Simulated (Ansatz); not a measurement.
## Changed inputs in constrained RPA: TiSe2 (1T sheet)

Aim: hold the target of a cRPA run on TiSe2 (1T sheet) and move one thing at a time.

Program: Ansatz 0.2.0. Level of theory: constrained RPA on PBE, plane waves, PAW. Results are calculated unless marked as measured.

### Step 1. Starting point

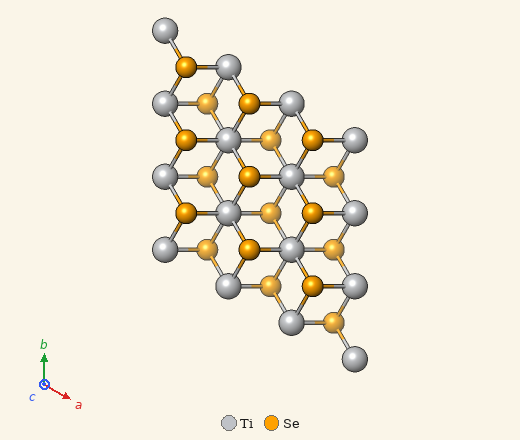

Start, viewed from above; titanium light grey, selenium orange. 3×3×1 cells are drawn. Some periodic images of atoms are drawn too.

The cell holds 3 atoms: 1 Ti and 2 Se. Its edges and angles: a = 3.541 Å, b = 3.541 Å, c = 29.711 Å, α = 90.0°, β = 90.0°, γ = 120.0°. Vacuum lies along c.

The structure was relaxed with PBE. The structure was generated from a model, not taken from a measurement. The runs that relaxed it are not among those shown. The program's search for lower electronic states was switched off, so nothing shows that the state found is the lowest. The default PAW set here is soft_2. Its files were made with PBE. The Coulomb interaction is cut off across the vacuum.

### Step 2. Base: Ti t2g + anion p, bands v6 to c3, 6×6×1 mesh, medium accuracy

Constrained RPA screens the interaction with every transition except those inside the target bands, which a later many-body model would treat itself.

File input.yaml:

```yaml
crystal:
  lattice:
    - [0.0, 2.50360319, 2.50360319]
    - [2.50360319, -2.50360319, 0.0]
    - [17.15388013, 17.15388013, -17.15388013]
  atoms:
    - { symbol: Ti, position: [0.0, 0.0, 0.318997104] }
    - { symbol: Se, position: [0.3333333333, 0.6666666667, 0.3710382025] }
    - { symbol: Se, position: [0.6666666667, 0.3333333333, 0.2669560056] }
  periodic: [true, true, false]
kpoints:
  mp_grid: { grid: [12, 12, 1] }
hamiltonian:
  xc: pbe
scf:
  occupations: { method: gaussian, width: 0.08 }
  n_extra_bands: 19
  max_iter: 150
  lower_state_search: "off"
output:
  crpa:
    kmesh: [6, 6, 1]
    target_bands: [v6, c3]
    projections:
      - { species: Ti, l: d, shell: 3, orbitals: [dxz, dyz, dxy] }
      - { species: Se, l: p, shell: 4 }
  local_orbitals:
    kmesh: [12, 12, 1]
    orbitals:
      - { species: Ti, l: d, shell: 3, orbitals: [dxz, dyz, dxy] }
      - { species: Se, l: p, shell: 4 }
    window: { bands: [v6, c3] }
    seedname: lo
```

Launch:

```bash
$ ansatz run input.yaml --threads 4 --pin off --max-ram 14745MiB --backend cpu --events-out ev --progress --plain --runs-dir out
```

Numbers of over 12 decimals in the logs are rounded to 6 here.

The program printed:

```text
scf.n_extra_bands = 19 over 22 filled bands (N_el = 44.0): the run solves 41 bands
Engine: ansatz 0.2.0, aarch64-unknown-linux-gnu
Pseudopotentials: kind: paw
Pseudopotential: Ti, paw, valence charge 12, recommended cutoff 420 eV (normal), Ti.paw.azcp
Pseudopotential: Se, paw, valence charge 16, recommended cutoff 420 eV (normal), Se.paw.azcp
Functional definition: PBE
  parameter kappa = 0.804
  parameter beta = 0.066725
  exchange = pbe_x(kappa = kappa, mu = beta*pi^2/3)
  correlation = pbe_c(beta = beta)
Crystal: 3 atoms, lattice volume = 322.563 Å³
Basis set: ecut = 420 eV, 6261 PW (Γ)
Bands: 41, of which v1, the nominal top of the filled ones, is band 22 counted from 1 (21 counted from 0)
Symmetry: 12 space group operations
Space group: P-3m1 (ITA 164), of the structure as read, at distance tolerance 6.9e-5 Å
k-points: 19 of 144
Non-local potential: Ti, projectors of the file, l = 0: 3, l = 1: 2, l = 2: 3, l = 3: 1
Non-local potential: Se, projectors of the file, l = 0: 2, l = 1: 2, l = 2: 3, l = 3: 1
PAW form: soft (Blöchl's): semilocal exchange-correlation on the pseudo side does not see the compensation charge
PAW one-centre angular grid: Ti, 590 points (default); XC on 64 Gauss nodes
PAW one-centre angular grid: Se, 590 points (default); XC on 64 Gauss nodes
Initial density: superposition of atomic densities (neutral atoms: chi_scale 0, normalization atom), corrected by the library's trained network
Initial wavefunctions: pseudopotential atomic-orbital guess
Functional: x = pbe(κ = 0.804, μ = 0.219515), c = pbe(β = 0.066725)
SCF iter   1: F=—  HF=-13441.192898 eV  |F-HF|=—  |Δ(HF+E_count)|=         —  Δρ=1.06e-3  dr2=6.17e-3  ethr=1.77e-3  ⟨swp⟩=9.5  Hψ=4790  notcnv=0  defer=149
preconditioner: auto → LDOS  [metal: Δε(μ)=0.057 eV  Ē_g=12.041 eV  σ=0.080 eV  W_gap=0.34  n_scr=18 (ndim 8)  ℏωp=8.3 eV  f_vac=0.771  D(μ)=1.12/eV (n_scr^D=6)  β→1.0]
SCF iter   2: F=—  HF=-13441.190429 eV  |F-HF|=—  |Δ(HF+E_count)|=   2.47e-3  Δρ=1.07e-3  dr2=9.20e-3  ethr=1.40e-5  ⟨swp⟩=3.8  Hψ=1621  notcnv=0  defer=265
SCF iter   3: F=—  HF=-13441.189673 eV  |F-HF|=—  |Δ(HF+E_count)|=   7.56e-4  Δρ=2.40e-4  dr2=5.66e-4  ethr=1.40e-5  ⟨swp⟩=2.1  Hψ=652  notcnv=0  defer=265
SCF iter   4: F=—  HF=-13441.189629 eV  |F-HF|=—  |Δ(HF+E_count)|=   4.38e-5  Δρ=8.00e-5  dr2=2.72e-5  ethr=1.29e-6  ⟨swp⟩=3.0  Hψ=761  notcnv=0  defer=265
SCF iter   5: F=—  HF=-13441.189620 eV  |F-HF|=—  |Δ(HF+E_count)|=   8.98e-6  Δρ=1.50e-5  dr2=1.11e-6  ethr=6.18e-8  ⟨swp⟩=3.2  Hψ=820  notcnv=0  defer=265
SCF iter   6: F=-13441.189621 eV  HF=-13441.189621 eV  |F-HF|=2.48e-7  |Δ(HF+E_count)|=   1.06e-6  Δρ=4.81e-6  dr2=6.14e-8  ethr=2.27e-10  ⟨swp⟩=16.9  Hψ=6233  notcnv=0
SCF 1 converged in 6 iterations: F = -13441.189621 eV  dr2 = 6.14e-8
[...]
cRPA screening: q 26/36 (q-point 12)
cRPA screening: q 28/36 (q-point 15)
cRPA screening: q 30/36 (q-point 16)
cRPA screening: q 34/36 (q-point 17)
cRPA screening: q 36/36 (q-point 22)
SCF converged after 6 iterations
Free energy (F): -13441.189621 eV
Harris-Foulkes:  -13441.189621 eV  (|F-HF|=2.48e-7)
Internal energy: -13441.185775 eV  (E = F + TS)
E sigma→0 (E₀):  -13441.187698 eV
Entropy (-TS):   -0.003846 eV (-1.282 meV/atom)
Fermi energy:    -5.352666 eV
--- Per-component energies (eV) ---
  E_band       = -1578.247613
  E_kinetic    = 508.417477
  E_local      = -99465.962652  (includes V_loc(G=0)·N_el)
  E_nonlocal   = -1185.280064
  E_hartree    = 49307.100426
  E_xc         = -306.471783
  E_vxc        = -319.003687  (∫ρ·V_xc dr)
  E_paw        = -4868.793138  (= ΣΔE_a)
  E_vpaw       = 269.378950  (= ΣTr[D̂ρ^β])
  E_aug_tail   = -0.001093  (compensation charges beyond the density's cutoff)
  E_ewald      = 42569.805051
  E_smearing   = -0.003846  (= −TS)
  E_closure    = -0.000000  (closes the sum)
  Σ components = -13441.189621   (vs F -13441.189621, Δ=0.00e0)
--- Band table (eV; the first three rows and the last of 19) ---
  k-point 0: bands = [... 18 lower, -7.5194, -6.7256, -4.8816, -4.8816, -4.8663, -4.8663, -4.5151, -1.8541, ... 15 higher]
  k-point 1: bands = [... 18 lower, -7.4995, -6.4836, -5.7283, -5.4012, -4.7454, -4.3861, -4.2319, -2.2374, ... 15 higher]
  k-point 2: bands = [... 18 lower, -7.4585, -6.9048, -6.2487, -5.8728, -4.8546, -4.0427, -3.9718, -2.7534, ... 15 higher]
  k-point 18: bands = [... 18 lower, -9.2391, -7.9778, -7.5832, -7.5832, -4.2207, -3.9039, -3.9039, -2.4447, ... 15 higher]
  the weakly bound empty levels are not read free of the cell's end (no_gap_told)
--- cRPA (band scheme, projected local orbitals): target bands 17..25 (1-based), 9 Wannier function(s), 6×6×1 mesh, 50 bands' worth read of 55 solved, ecut_chi 136.0 eV, v(q+G=0) probe_charge, pair densities all_electron ---
  χ-basis size per q: N_G = 1146..1178
  window electrons = 12.0000, filled by tetrahedron_uncorrected; constrained ε̄⁻¹(q = 0, 0) head = 0.673844; min gauge Gram eig = 0.4145
  Kanamori averages over each shell's own Wannier functions (sites counted from 0, functions from 1):
  Each shell's averages of U are screened by what lies outside the whole window alone: parameters of one model of all the shells.
    Site 0, 3D, 3 of 5 d orbitals (Wannier functions 1, 2, 3; wannier90's mr 2, 3, 5):
      screened: U = 4.9569 eV, U' = 4.0293 eV, J = 0.4579 eV
      screened, to within: U = 1.3e-2 eV, U' = 1.3e-2 eV, J = 8.4e-4 eV
      bare: V = 15.9985 eV, V' = 14.8211 eV, J = 0.5785 eV
    Site 1, 4P, 3 of 3 p orbitals (Wannier functions 4, 5, 6; wannier90's mr 1, 2, 3):
      screened: U = 4.3958 eV, U' = 3.5153 eV, J = 0.3297 eV
      screened, to within: U = 1.1e-2 eV, U' = 1.1e-2 eV, J = 9.9e-4 eV
      bare: V = 10.7223 eV, V' = 9.2071 eV, J = 0.5226 eV
    Site 2, 4P, 3 of 3 p orbitals (Wannier functions 7, 8, 9; wannier90's mr 1, 2, 3):
      screened: U = 4.3958 eV, U' = 3.5153 eV, J = 0.3297 eV
      screened, to within: U = 1.1e-2 eV, U' = 1.1e-2 eV, J = 9.9e-4 eV
      bare: V = 10.7223 eV, V' = 9.2071 eV, J = 0.5226 eV
  Hermiticity witness max|P − P†| over intra, direct and exchange elements: 1.07e-14 eV (screened), 8.41e-17 eV (bare)
  Reality witness max|Im| over intra, direct and exchange elements: 4.66e-12 eV (screened), 1.13e-11 eV (bare)
```

Run time: 8.9 min. Hardware: 4 threads of Arm Neoverse V1, shared host; peak memory 2 GiB; 34 min of CPU time.

Reading the cycles: dr2 is the Hartree energy of the density residual (eV), the measure of convergence; HF is the Harris–Foulkes estimate of the energy, which meets the free energy F at convergence.

Numbers from this step:

```
U                                                 : 4.957 eV
U prime (inter-orbital)                           : 4.029 eV
J                                                 : 0.4579 eV
bare V                                            : 16.00 eV
bare J                                            : 0.5785 eV
stated bound on U                                 : 0.01229 eV
U over bare V                                     : 0.3098
electrons in the window                           : 12.00
head of the constrained inverse dielectric matrix : 0.6738
least eigenvalue of the projection's overlap      : 0.4145
target functions                                  : 9
bands in the sums                                 : 50
r.m.s. miss of the model bands                    : 7.49e-4 eV
width of the target bands                         : 6.716 eV
weight of the projected orbitals in the window    : 0.9563
```

On the Ti t2g shell, screening brings the on-site interaction from 16.0 eV down to U = 4.96 eV.

### Step 3. Changed: 3×3×1 mesh

Edit input.yaml of step 2 so:

```diff
@@ -21,3 +21,3 @@
   crpa:
-    kmesh: [6, 6, 1]
+    kmesh: [3, 3, 1]
     target_bands: [v6, c3]
@@ -26,8 +26 @@
       - { species: Se, l: p, shell: 4 }
-  local_orbitals:
-    kmesh: [12, 12, 1]
-    orbitals:
-      - { species: Ti, l: d, shell: 3, orbitals: [dxz, dyz, dxy] }
-      - { species: Se, l: p, shell: 4 }
-    window: { bands: [v6, c3] }
-    seedname: lo
```

The program printed:

```text
[...]
Crystal: 3 atoms, lattice volume = 322.563 Å³
Basis set: ecut = 420 eV, 6261 PW (Γ)
Bands: 41, of which v1, the nominal top of the filled ones, is band 22 counted from 1 (21 counted from 0)
Symmetry: 12 space group operations
[...]
k-points: 19 of 144
[...]
SCF iter   1: F=—  HF=-13441.192898 eV  |F-HF|=—  |Δ(HF+E_count)|=         —  Δρ=1.06e-3  dr2=6.17e-3  ethr=1.77e-3  ⟨swp⟩=9.5  Hψ=4790  notcnv=0  defer=149
[...]
SCF iter   6: F=-13441.189621 eV  HF=-13441.189621 eV  |F-HF|=2.48e-7  |Δ(HF+E_count)|=   1.06e-6  Δρ=4.81e-6  dr2=6.14e-8  ethr=2.27e-10  ⟨swp⟩=16.9  Hψ=6233  notcnv=0
SCF 1 converged in 6 iterations: F = -13441.189621 eV  dr2 = 6.14e-8
[...]
NSCF: frozen V_eff on 3 k-points
[...]
cRPA screening: q 1/9
cRPA screening: q 2/9
cRPA screening: q 6/9 (q-point 5)
cRPA screening: q 8/9 (q-point 6)
SCF converged after 6 iterations
[...]
k-point 18: bands = [... 18 lower, -9.2391, -7.9778, -7.5832, -7.5832, -4.2207, -3.9039, -3.9039, -2.4447, ... 15 higher]
  the weakly bound empty levels are not read free of the cell's end (no_gap_told)
[...]
χ-basis size per q: N_G = 1146..1167
[...]
Site 0, 3D, 3 of 5 d orbitals (Wannier functions 1, 2, 3; wannier90's mr 2, 3, 5):
      screened: U = 5.0948 eV, U' = 4.1661 eV, J = 0.4584 eV
      screened, to within: U = 1.3e-2 eV, U' = 1.3e-2 eV, J = 9.3e-4 eV
      bare: V = 16.0815 eV, V' = 14.9023 eV, J = 0.5797 eV
    Site 1, 4P, 3 of 3 p orbitals (Wannier functions 4, 5, 6; wannier90's mr 1, 2, 3):
      screened: U = 4.5417 eV, U' = 3.6668 eV, J = 0.3280 eV
      screened, to within: U = 1.1e-2 eV, U' = 1.1e-2 eV, J = 1.1e-3 eV
      bare: V = 10.7993 eV, V' = 9.2900 eV, J = 0.5193 eV
    Site 2, 4P, 3 of 3 p orbitals (Wannier functions 7, 8, 9; wannier90's mr 1, 2, 3):
      screened: U = 4.5417 eV, U' = 3.6668 eV, J = 0.3280 eV
      screened, to within: U = 1.1e-2 eV, U' = 1.1e-2 eV, J = 1.1e-3 eV
      bare: V = 10.7993 eV, V' = 9.2900 eV, J = 0.5193 eV
[...]
[key lines of the parts left out:]
Free energy (F): -13441.189621 eV
Fermi energy:    -5.352666 eV
```

It took 84 s on 4 threads; peak memory 1.9 GiB.

This step gave:

| Property | Result |
| --- | --- |
| U | 5.095 eV |
| U prime (inter-orbital) | 4.166 eV |
| J | 0.4584 eV |
| bare V | 16.08 eV |
| bare J | 0.5797 eV |
| stated bound on U | 0.01263 eV |
| U over bare V | 0.3168 |
| electrons in the window | 12.00 |
| head of the constrained inverse dielectric matrix | 0.6783 |
| least eigenvalue of the projection's overlap | 0.4145 |
| target functions | 9 |
| bands in the sums | 50 |
| width of the target bands | 6.716 eV |
| weight of the projected orbitals in the window | 0.9563 |

On the Ti t2g shell, screening brings the on-site interaction from 16.1 eV down to U = 5.09 eV.

### Step 4. Changed: accuracy low

Edit input.yaml of step 3 so:

```diff
@@ -21,3 +21,3 @@
   crpa:
-    kmesh: [3, 3, 1]
+    kmesh: [6, 6, 1]
     target_bands: [v6, c3]
@@ -26 +26,2 @@
       - { species: Se, l: p, shell: 4 }
+    accuracy: low
```

The program printed:

```text
[...]
Crystal: 3 atoms, lattice volume = 322.563 Å³
Basis set: ecut = 420 eV, 6261 PW (Γ)
Bands: 41, of which v1, the nominal top of the filled ones, is band 22 counted from 1 (21 counted from 0)
Symmetry: 12 space group operations
[...]
k-points: 19 of 144
[...]
screened: U = 4.3945 eV, U' = 3.5149 eV, J = 0.3294 eV
      screened, to within: U = 9.4e-2 eV, U' = 9.4e-2 eV, J = 6.5e-3 eV
      bare: V = 10.7223 eV, V' = 9.2071 eV, J = 0.5226 eV
    Site 2, 4P, 3 of 3 p orbitals (Wannier functions 7, 8, 9; wannier90's mr 1, 2, 3):
      screened: U = 4.3945 eV, U' = 3.5149 eV, J = 0.3294 eV
      screened, to within: U = 9.4e-2 eV, U' = 9.4e-2 eV, J = 6.5e-3 eV
      bare: V = 10.7223 eV, V' = 9.2071 eV, J = 0.5226 eV
[...]
[key lines of the parts left out:]
SCF converged after 6 iterations
Free energy (F): -13441.189621 eV
Fermi energy:    -5.352666 eV
```

Wall time 7.7 min (4 threads); peak memory 2 GiB; 30 min of CPU time.

Numbers from this step:

- U: 4.955 eV
- U prime (inter-orbital): 4.028 eV
- J: 0.4576 eV
- bare V: 16.00 eV
- bare J: 0.5785 eV
- stated bound on U: 0.1004 eV
- U over bare V: 0.3097
- electrons in the window: 12.00
- head of the constrained inverse dielectric matrix: 0.6739
- least eigenvalue of the projection's overlap: 0.4145
- target functions: 9
- bands in the sums: 50
- width of the target bands: 6.716 eV
- weight of the projected orbitals in the window: 0.9563

On the Ti t2g shell, screening brings the on-site interaction from 16.0 eV down to U = 4.95 eV.

### Step 5. Changed: sums over states on smooth products

Edit input.yaml of step 4 so:

```diff
@@ -26,2 +26,5 @@
       - { species: Se, l: p, shell: 4 }
-    accuracy: low
+    accuracy: sum_over_states
+    pair_densities: pseudo
+    n_empty_bands: 44
+    ecut_chi: 136
```

The program printed:

```text
[...]
Crystal: 3 atoms, lattice volume = 322.563 Å³
Basis set: ecut = 420 eV, 6261 PW (Γ)
Bands: 41, of which v1, the nominal top of the filled ones, is band 22 counted from 1 (21 counted from 0)
Symmetry: 12 space group operations
[...]
k-points: 19 of 144
[...]
screened: U = 5.0363 eV, U' = 3.9598 eV, J = 0.5369 eV
      bare: V = 15.9985 eV, V' = 14.8211 eV, J = 0.5785 eV
    Site 1, 4P, 3 of 3 p orbitals (Wannier functions 4, 5, 6; wannier90's mr 1, 2, 3):
      screened: U = 4.6025 eV, U' = 3.5349 eV, J = 0.3988 eV
      bare: V = 10.7223 eV, V' = 9.2071 eV, J = 0.5226 eV
    Site 2, 4P, 3 of 3 p orbitals (Wannier functions 7, 8, 9; wannier90's mr 1, 2, 3):
      screened: U = 4.6025 eV, U' = 3.5349 eV, J = 0.3988 eV
      bare: V = 10.7223 eV, V' = 9.2071 eV, J = 0.5226 eV
[...]
[key lines of the parts left out:]
SCF converged after 6 iterations
Free energy (F): -13441.189621 eV
Fermi energy:    -5.352666 eV
```

Elapsed: 39 s, on 4 threads; peak memory 0.94 GiB; 2.5 min of CPU time.

This variant gives U = 5.04 eV against 4.96 eV. It is a finite sum over empty states with no bound on its error and stays out of the table below.

(Part 1 of 2 ends here.)

[Paths, hosts, dates, memory and timing lines, banners, echoed tables and standing remarks are left out of the program output.]

[Logs are printed without paths, hosts, clocks, repeated set-up lines and the standing remarks that a program may print on its own settings, such as how far it seeks lower states.]

[Runs of the session that timed out or met a known fault of the program may be left out.]

[Hosts, paths, dates, database ids (printed as entryN), source tags and the programs' standing remarks are cut or masked in the printed files.]
